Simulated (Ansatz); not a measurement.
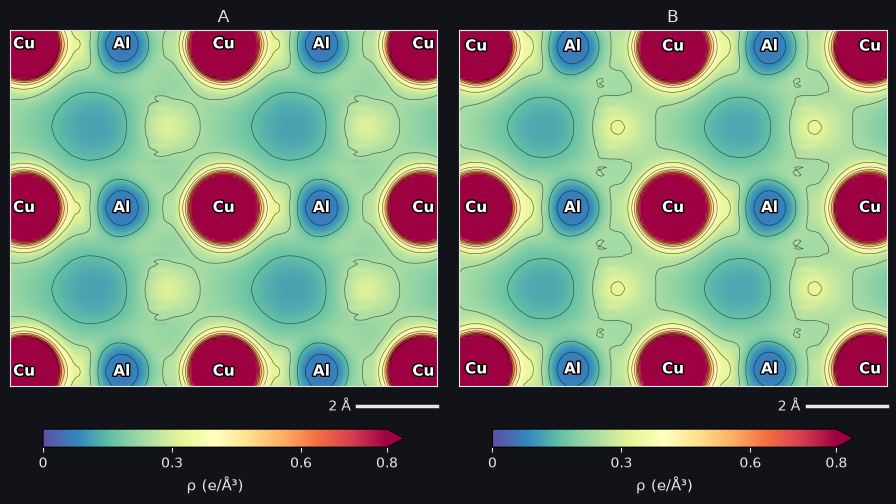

Al3Cu2. The valence pseudo-density of two cells that differ in size, on the (11̄0) plane of each (indices in the axes of the calculation cell), at one length scale and on one colour scale; one has 13.9 and the other 14.5 Å³ an atom.

Space group P-3m1; a structure from a database of computed crystals, not necessarily the ambient phase.

Computed with Kohn-Sham DFT of a periodic cell, PBEsol, Ansatz PAW (Ansatz).

The density is the valence pseudo-density of a PAW calculation; it isn't the true density close to the nuclei.

The larger cell:

```
CELL_PARAMETERS angstrom
4.09195 0.00000 0.00000
-2.04598 3.54373 0.00000
0.00000 0.00000 4.99278
ATOMIC_POSITIONS crystal
Cu 0.66667 0.33333 0.16049
Cu 0.33333 0.66667 0.83951
Al 0.66667 0.33333 0.65007
Al 0.33333 0.66667 0.34993
Al 0.00000 0.00000 0.00000
```

The smaller cell: a = 4.037 Å, b = 4.037 Å, c = 4.925 Å, α = 90.00°, β = 90.00°, γ = 120.00°.

Which is the denser cell? Describe the effect of the change.

Answer. Panel B is the smaller cell, by 4 % in volume. From the larger cell to the smaller, Al–Cu goes from 2.44 to 2.41 Å, and the density at its midpoint from 0.33 to 0.35 e/Å³; the pressure goes from 0.2 to 5 GPa.
